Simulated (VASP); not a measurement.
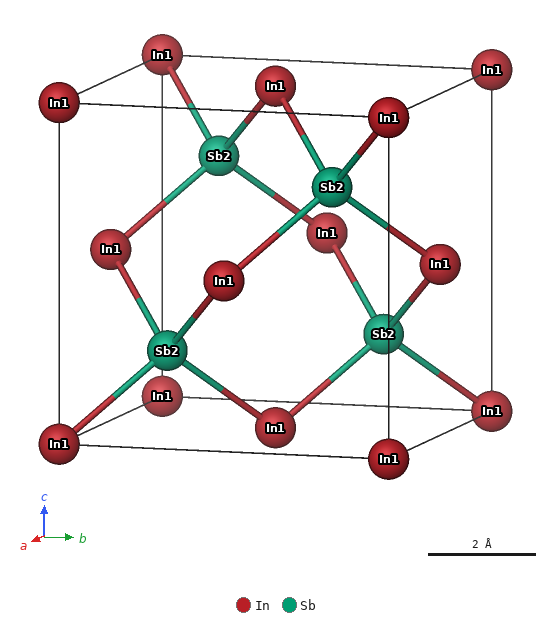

Fig. 1: The structure (ball-and-stick view of the cell 4 times as large as that of the calculation, set on its symmetry axes, seen slightly off an axis; atoms are numbered from 1 in the order of the input). An atom can appear more than once, as a periodic image. Near neighbours in the periodic cell (some may lie outside the picture): In has 4 Sb at 2.81 Å; Sb has 4 In at 2.81 Å.

# Two runs on InSb

System: InSb (2 atoms in the cell).
Method of run A: Kohn-Sham DFT of a periodic cell, LDA, VASP PAW LDA potentials, recommended, no spin polarisation (VASP 6.6.1).

The structure derives from an entry of the Crystallography Open Database. 

### INCAR, run A
```
SYSTEM = InSb
ALGO = Fast
EDIFF = 1E-6
ENCUT = 520
ISIF = 2
ISMEAR = -1
KPAR = 4
LASPH = .True.
LCHARG = .False.
LREAL = .False.
LWAVE = .False.
NELM = 80
PREC = Accurate
SIGMA = 0.05
```

### KPOINTS, run A
```
k-points
0
Gamma
  8 8 8
  0 0 0
```

### POSCAR, run A
```
InSb
1.0
    0.0000000000      3.2391000000      3.2391000000
    3.2391000000      0.0000000000      3.2391000000
    3.2391000000      3.2391000000      0.0000000000
In Sb
1 1
Direct
    0.0000000000      0.0000000000      0.0000000000
    0.2500000000      0.2500000000      0.2500000000
```

Command:
```bash
cat potpaw_LDA.64/In_d/POTCAR potpaw_LDA.64/Sb/POTCAR > POTCAR
mpirun -np 4 vasp_std > vasp.out
```

Hardware: 4 threads of Intel Xeon (Sapphire Rapids), 192 GiB of memory available, shared host.

### OSZICAR and lines of OUTCAR (run A)
```
N       E                     dE             d eps       ncg     rms          rms(c)
DAV:   1     0.113281859722E+03    0.11328E+03   -0.80469E+03   754   0.140E+03
DAV:   2    -0.130662142664E+00   -0.11341E+03   -0.11062E+03   784   0.316E+02
DAV:   3    -0.812889953233E+01   -0.79982E+01   -0.79279E+01   964   0.907E+01
DAV:   4    -0.835799710571E+01   -0.22910E+00   -0.22901E+00   895   0.177E+01
DAV:   5    -0.836894275042E+01   -0.10946E-01   -0.10945E-01  1140   0.333E+00    0.431E+00
RMM:   6    -0.824256708771E+01    0.12638E+00   -0.15090E-01   856   0.477E+00    0.243E+00
RMM:   7    -0.821243332767E+01    0.30134E-01   -0.93842E-02   803   0.230E+00    0.531E-01
RMM:   8    -0.821029922186E+01    0.21341E-02   -0.14580E-02   889   0.187E+00    0.146E-01
RMM:   9    -0.821063987337E+01   -0.34065E-03   -0.46815E-03  1092   0.741E-01    0.136E-01
RMM:  10    -0.821075067849E+01   -0.11081E-03   -0.13900E-03  1204   0.462E-01    0.115E-01
RMM:  11    -0.821077178304E+01   -0.21105E-04   -0.17185E-04  1058   0.145E-01    0.219E-02
RMM:  12    -0.821077020110E+01    0.15819E-05   -0.48484E-05  1019   0.105E-01    0.115E-02
RMM:  13    -0.821077173990E+01   -0.15388E-05   -0.22028E-05  1087   0.440E-02    0.665E-03
RMM:  14    -0.821077219330E+01   -0.45340E-06   -0.38451E-06   559   0.254E-02
   1 F= -.82107722E+01 E0= -.82105157E+01  d E =-.513009E-03
[... from OUTCAR:]
  free energy    TOTEN  =        -8.21077219 eV
  energy without entropy =       -8.21025918  energy(sigma->0) =       -8.21051569
 E-fermi :   4.9387     XC(G=0):  -8.9937     alpha+bet :-10.2077
  free  energy   TOTEN  =        -8.2107721933 eV
  energy  without entropy=       -8.2102591847  energy(sigma->0) =       -8.21051569
```

For run B the input was changed thus:
```diff
+GGA = PS
```

What does this change do to the results?

The total energies belong to different methods, so their difference says nothing on which is more stable or more accurate. The pressure goes from −0.45 to 0.95 GPa. The SCF takes 16 iterations against 14.

### OSZICAR and lines of OUTCAR (run B)
```
N       E                     dE             d eps       ncg     rms          rms(c)
DAV:   1     0.111561342894E+03    0.11156E+03   -0.80673E+03   754   0.140E+03
DAV:   2     0.191827329562E+00   -0.11137E+03   -0.10856E+03   769   0.315E+02
DAV:   3    -0.761256779394E+01   -0.78044E+01   -0.77189E+01   974   0.894E+01
DAV:   4    -0.782870152105E+01   -0.21613E+00   -0.21605E+00   893   0.169E+01
DAV:   5    -0.783867224633E+01   -0.99707E-02   -0.99705E-02  1127   0.310E+00    0.406E+00
RMM:   6    -0.771591193548E+01    0.12276E+00   -0.17665E-01   867   0.548E+00    0.229E+00
RMM:   7    -0.769274145193E+01    0.23170E-01   -0.98564E-02   809   0.259E+00    0.584E-01
RMM:   8    -0.769149039967E+01    0.12511E-02   -0.15163E-02   869   0.188E+00    0.152E-01
RMM:   9    -0.769205409760E+01   -0.56370E-03   -0.48113E-03  1045   0.750E-01    0.117E-01
RMM:  10    -0.769218843697E+01   -0.13434E-03   -0.15025E-03  1243   0.464E-01    0.111E-01
RMM:  11    -0.769220728694E+01   -0.18850E-04   -0.16816E-04  1112   0.130E-01    0.123E-01
RMM:  12    -0.769222059159E+01   -0.13305E-04   -0.37790E-05   960   0.793E-02    0.187E-01
RMM:  13    -0.769224146889E+01   -0.20877E-04   -0.15209E-04  1012   0.176E-01    0.142E-01
RMM:  14    -0.769223967995E+01    0.17889E-05   -0.99487E-06   977   0.524E-02    0.104E-01
RMM:  15    -0.769223734630E+01    0.23336E-05   -0.84827E-06   886   0.447E-02    0.179E-02
RMM:  16    -0.769223805092E+01   -0.70461E-06   -0.43933E-06   816   0.278E-02
   1 F= -.76922381E+01 E0= -.76919821E+01  d E =-.511973E-03
[... from OUTCAR:]
  free energy    TOTEN  =        -7.69223805 eV
  energy without entropy =       -7.69172608  energy(sigma->0) =       -7.69198206
 E-fermi :   5.0122     XC(G=0):  -8.8697     alpha+bet :-10.2401
  free  energy   TOTEN  =        -7.6922380509 eV
  energy  without entropy=       -7.6917260778  energy(sigma->0) =       -7.69198206
```

### The two runs side by side

| quantity | run A | run B |
| --- | --- | --- |
| outcome | converged | converged |
| free energy per atom (eV) | −4.1054 | −3.8461 |
| gap on the mesh (eV) | 0.00 | 0.00 |
| pressure (GPa) | −0.45 | 0.95 |
| largest force (eV/Å) | 0.000 | 0.000 |
| SCF iterations | 14 | 16 |
| irreducible k-points | 29 | 29 |
| plane waves at Γ | 1850 | 1850 |
